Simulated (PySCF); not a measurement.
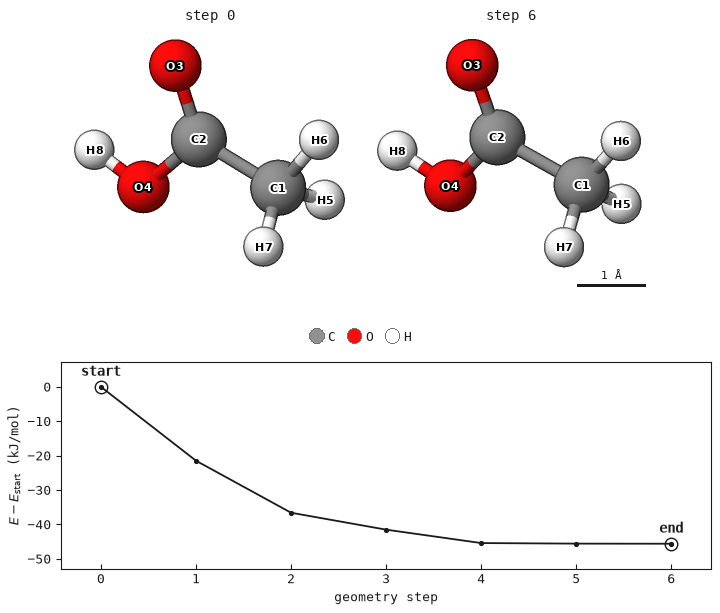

First and last geometry of a relaxation of C2H4O2, with the history of the run. A ball-and-stick model, seen at a tilt.

The start comes from MMFF94s. Its atoms were then displaced at random by about 0.03 Å.

All numbers below come from PBE0-D3(BJ)/def2-SVP geometry optimisation, gas phase (PySCF). 

Read the history and describe the run.

It converged. The atom that moves furthest after the best rigid fit is H5 (0.10 Å). Largest moves by element: H 0.10 Å, O 0.09 Å, C 0.08 Å. Among the contacts that change: C1–H6 1.212 → 1.095 Å, C1–C2 1.433 → 1.499 Å, C2–O4 1.401 → 1.343 Å, C1–H5 1.058 → 1.099 Å. Among the angles between lasting bonds that change: H5–C1–H6 103.8° → 110.5°, H5–C1–H7 112.9° → 107.1°, H6–C1–H7 104.5° → 109.8°. After 6 geometry steps the energy has fallen by 45.6 kJ/mol.

```
step  E − E(0), kJ/mol
   0              0.00
   1            -21.48
   2            -36.59
   3            -41.51
   4            -45.40
   5            -45.57
   6            -45.60
```
